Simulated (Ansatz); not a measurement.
# Single-point calculation, with input and output: Ba3Ti4O11 (part 2 of 2)

Continued. System: Ba3Ti4O11 (slab, 18 atoms in the cell). Method: DFT PBEsol, scalar-relativistic, plane waves, PAW, no spin polarisation (Ansatz 0.2.0); cutoff 420 eV, 7×7×1 k-mesh, Gaussian smearing of 0.05 eV. The structure derives from an entry of the Crystallography Open Database. It belongs to a series of runs on one base structure; here: (1 0 0) slab cut from the bulk.

Geometry of the input (Å; fractional positions):
```
3.9557  0.0000  0.0000
0.0000  4.0433  0.0000
0.0000  0.0000  26.8672
Ti 0.5000  0.5201  0.2792
O  0.5000  0.9752  0.2792
O  0.0000  0.4859  0.2792
Ba 0.0000  0.0049  0.3528
O  0.5000  0.4859  0.3528
Ti 0.5000  0.5201  0.4264
O  0.5000  0.9752  0.4264
O  0.0000  0.4859  0.4264
Ba 0.0000  0.0049  0.5000
O  0.5000  0.4859  0.5000
Ti 0.5000  0.5201  0.5736
O  0.5000  0.9752  0.5736
O  0.0000  0.4859  0.5736
Ba 0.0000  0.0049  0.6472
O  0.5000  0.4859  0.6472
Ti 0.5000  0.5201  0.7208
O  0.5000  0.9752  0.7208
O  0.0000  0.4859  0.7208
```

Output, continued
```
--- Stress (GPa, compression-positive) ---
       -3.565751       0.000000      -0.000000
        0.000000      -3.344823      -0.000003
       -0.000000      -0.000003      -1.997551
  P = ⅓ Tr σ = -2.9694 GPa (-29.694 kbar)
--- Band table (eV; the first three rows and the last of 16) ---
  k-point 0: bands = ["-53.7642", "-53.7642", "-53.7394", "-53.7388", "-30.2736", "-30.2732", "-30.1538", "-30.1514", "-30.1457", "-30.1161", "-30.0805", "-30.0792", "-30.0544", "-30.0544", "-30.0013", "-30.0013", "-22.1771", "-21.9436", "-21.9317", "-14.6277", "-14.4883", "-13.9830", "-13.9431", "-13.7754", "-13.7540", "-13.6405", "-13.5599", "-13.4902", "-13.1133", "-13.1132", "-7.3920", "-7.3446", "-7.2654", "-7.1727", "-7.1501", "-7.1202", "-7.0949", "-6.9158", "-6.8544", "-1.4841", "-0.9020", "-0.2933", "-0.2790", "-0.2220", "-0.0434", "0.0060", "0.1707", "0.3960", "0.4262", "0.4304", "0.4429", "0.5857", "0.6063", "0.6227", "0.8005", "0.9387", "0.9437", "1.0505", "1.0588", "1.0719", "1.2347", "1.4455", "1.5016", "1.5903", "1.6062", "1.7957", "1.8123", "1.8504", "2.1158", "2.1463", "2.3460", "2.3480", "4.3612", "4.5690", "4.6623", "4.7242", "4.7554", "4.8457", "5.1297", "5.1308", "5.3350", "5.3826", "5.8383", "5.8558", "5.9354", "6.1107", "6.7562", "6.7768", "6.9598", "6.9615"]
  k-point 1: bands = ["-53.7641", "-53.7640", "-53.7392", "-53.7387", "-30.2732", "-30.2728", "-30.1621", "-30.1602", "-30.1460", "-30.1157", "-30.0801", "-30.0788", "-30.0624", "-30.0623", "-30.0010", "-30.0010", "-22.1578", "-21.9253", "-21.9148", "-14.5507", "-14.4728", "-13.9761", "-13.9538", "-13.7650", "-13.7413", "-13.6366", "-13.5266", "-13.4901", "-13.0981", "-13.0978", "-7.3570", "-7.3131", "-7.3105", "-7.1368", "-7.1009", "-7.0859", "-7.0588", "-6.9277", "-6.9129", "-1.5227", "-0.9667", "-0.4914", "-0.4562", "-0.3158", "-0.2932", "-0.2901", "-0.0313", "0.0096", "0.2114", "0.2966", "0.3032", "0.3309", "0.4431", "0.6546", "0.8211", "0.8770", "0.8917", "0.9663", "1.1367", "1.1490", "1.3144", "1.3427", "1.4313", "1.5303", "1.6214", "1.6805", "1.6949", "1.7980", "1.9743", "2.0301", "2.1067", "2.1337", "4.3776", "4.7429", "4.8604", "4.9752", "5.0011", "5.0507", "5.3344", "5.4063", "5.4190", "5.4824", "5.8657", "5.8944", "5.9748", "6.1669", "7.0520", "7.0849", "7.3106", "7.3125"]
  k-point 2: bands = ["-53.7638", "-53.7637", "-53.7389", "-53.7384", "-30.2724", "-30.2721", "-30.1821", "-30.1802", "-30.1451", "-30.1149", "-30.0801", "-30.0801", "-30.0793", "-30.0780", "-30.0003", "-30.0003", "-22.1140", "-21.8835", "-21.8760", "-14.5157", "-14.4009", "-13.9822", "-13.9380", "-13.7206", "-13.7149", "-13.6709", "-13.4283", "-13.4151", "-13.0424", "-13.0415", "-7.3503", "-7.3194", "-7.2403", "-7.0538", "-7.0229", "-7.0165", "-7.0062", "-6.9744", "-6.9635", "-1.6081", "-1.2420", "-1.0912", "-1.0471", "-0.8801", "-0.6737", "-0.4722", "-0.4399", "-0.3223", "-0.2553", "-0.1832", "-0.0236", "-0.0217", "0.1460", "0.2097", "0.6984", "0.8094", "0.8325", "0.8650", "1.0415", "1.0647", "1.1251", "1.4200", "1.4211", "1.4324", "1.5652", "1.6030", "1.7147", "1.8279", "1.8536", "1.8719", "1.9335", "1.9648", "4.4173", "4.7713", "5.3466", "5.4463", "5.5392", "5.5747", "5.6045", "5.8040", "5.8724", "5.9729", "5.9812", "6.0163", "6.1186", "6.2651", "7.2260", "7.4132", "7.7818", "7.7902"]
  k-point 15: bands = ["-53.7626", "-53.7626", "-53.7376", "-53.7371", "-30.2695", "-30.2692", "-30.1944", "-30.1928", "-30.1413", "-30.1359", "-30.1343", "-30.1118", "-30.0916", "-30.0915", "-30.0514", "-30.0514", "-21.9940", "-21.7654", "-21.7616", "-14.1268", "-13.9256", "-13.7605", "-13.6835", "-13.6533", "-13.5888", "-13.5321", "-12.9921", "-12.9918", "-12.8868", "-12.8867", "-8.0040", "-7.9367", "-7.8897", "-7.6266", "-7.5160", "-7.4582", "-7.4006", "-7.2928", "-7.0250", "-1.9615", "-1.8529", "-1.4447", "-1.4354", "-1.3669", "-1.3103", "-1.2951", "-1.1999", "-0.9368", "-0.9218", "-0.7960", "-0.7815", "-0.3581", "-0.2940", "-0.1886", "-0.0792", "-0.0142", "0.0141", "0.2177", "0.3597", "0.3698", "0.3754", "0.4165", "1.4976", "1.6324", "1.8503", "2.0058", "2.0914", "2.1369", "2.1399", "2.2945", "3.0281", "3.0300", "5.9328", "6.0404", "6.1000", "6.2316", "6.3413", "6.4028", "6.4368", "6.4702", "6.5731", "6.5867", "6.6164", "6.6311", "6.8798", "6.8835", "8.4122", "9.2034", "9.5299", "9.5526"]
```

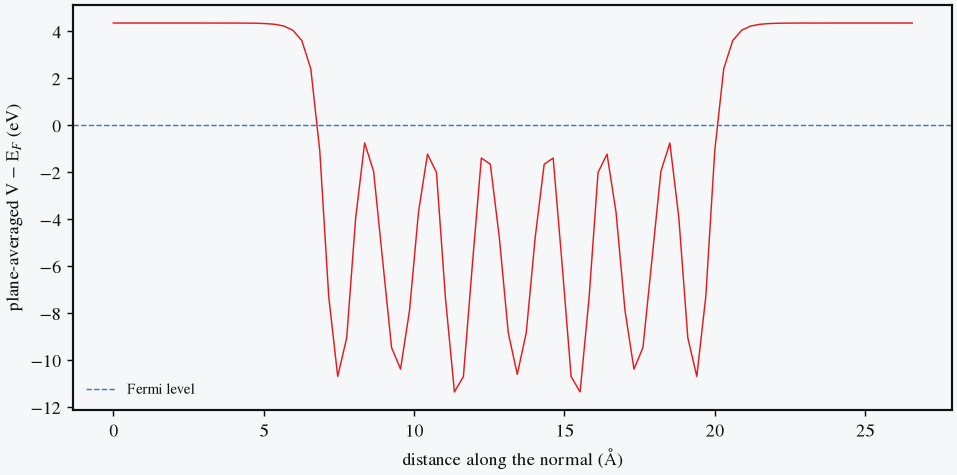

Figure 1. Plane average of the electrostatic potential energy of an electron across the cell, from the Fermi level. The vacuum level lies 4.36 eV above the Fermi level.

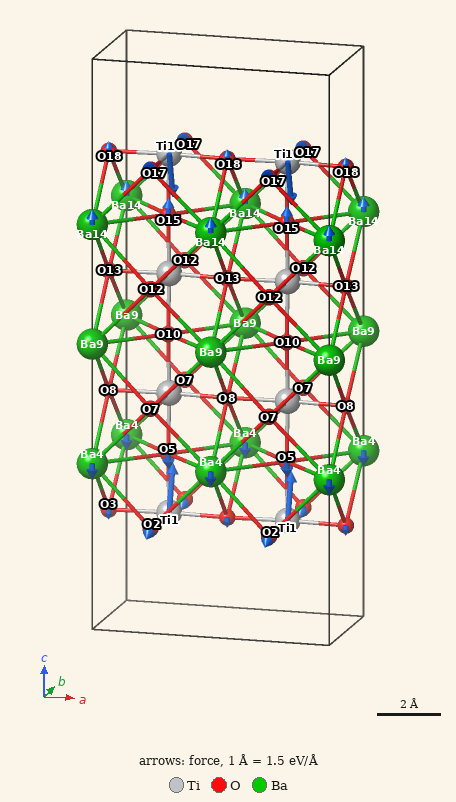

Figure 2. Forces on the atoms as blue arrows (ball-and-stick view of the 2 × 1 repeat of the cell, with the vacuum cut short, seen slightly off an axis; atoms are numbered from 1 in the order of the input); the smallest are left out. The largest act on Ti1, Ti16 (2.41 eV/Å); O2, O17 (0.83 eV/Å); O5, O15 (0.83 eV/Å); Ba4, Ba14 (0.77 eV/Å). The geometry is not a stationary point of this energy.

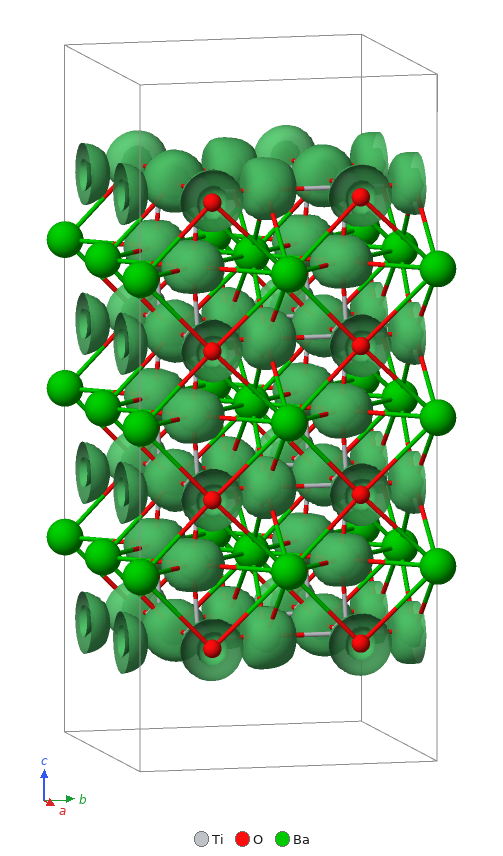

Figure 3. Isosurface of the ELF at 0.75 (green), seen slightly off an axis. Only the valence region is drawn (cores and ρ < 0.01 e/Å³ removed). Sticks mark near contacts. Profiles from the grid: Ti–O (1.84 Å): the ELF is about 0.25 at the midpoint. Ba–O (2.77 Å): the ELF is about 0.15 at the midpoint (a contact without a shared pair). The fields are those of the smooth PAW valence density.

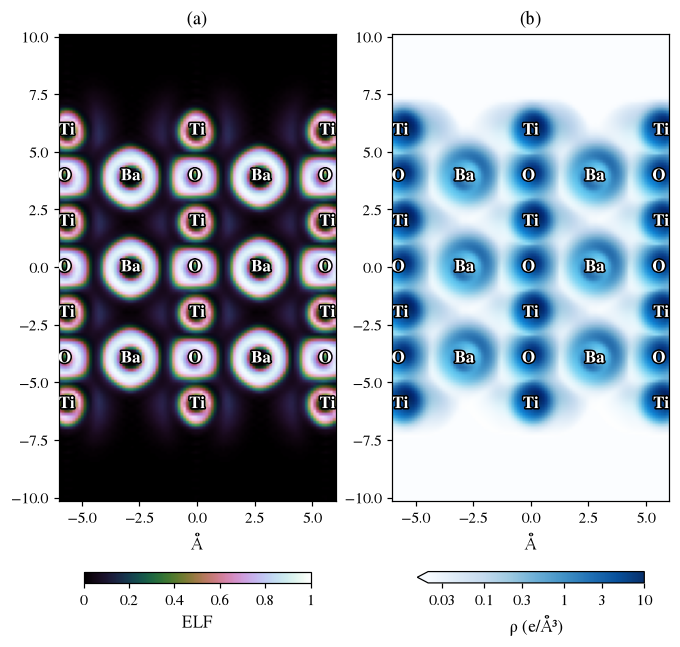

Figure 4. (a) ELF; (b) valence charge density (pseudo) on the (11̄0) plane of the calculation cell, a cut from vacuum to vacuum. The section cuts through Ti, Ba and O sites. Ba–O (2.77 Å): ρ is about 0.22 e/Å³ halfway; the ELF is about 0.15 at the midpoint (a largely ionic contact). Ti–O (1.98 Å): ρ is about 0.64 e/Å³ halfway; the ELF is about 0.20 at the midpoint. Ba–O (2.88 Å): ρ at the midpoint is about 0.18 e/Å³; the ELF is about 0.10 at the midpoint (ionic bonding with no shared pair). The density dies away to nearly zero in the vacuum. The strong features right at Ti and Ba lie inside the PAW spheres (semicore, d or f shells) and say nothing about bonding.

Summary

- outcome: converged
- electrons treated: 144
- free energy: −33679.5301 eV
- work function, top face: 4.36 eV
- work function, bottom face: 4.36 eV
- Fermi energy: 3.697 eV
- gap on the k-point mesh: 1.33 eV
- work function (upper face): 4.36 eV
- largest force (length of the vector): 2.405 eV/Å
- wall time: 49 s (CPU time 95 s)
- peak memory: 1.1 GiB

Warnings of the run: the exchange-correlation potential is rough where the density is thin.
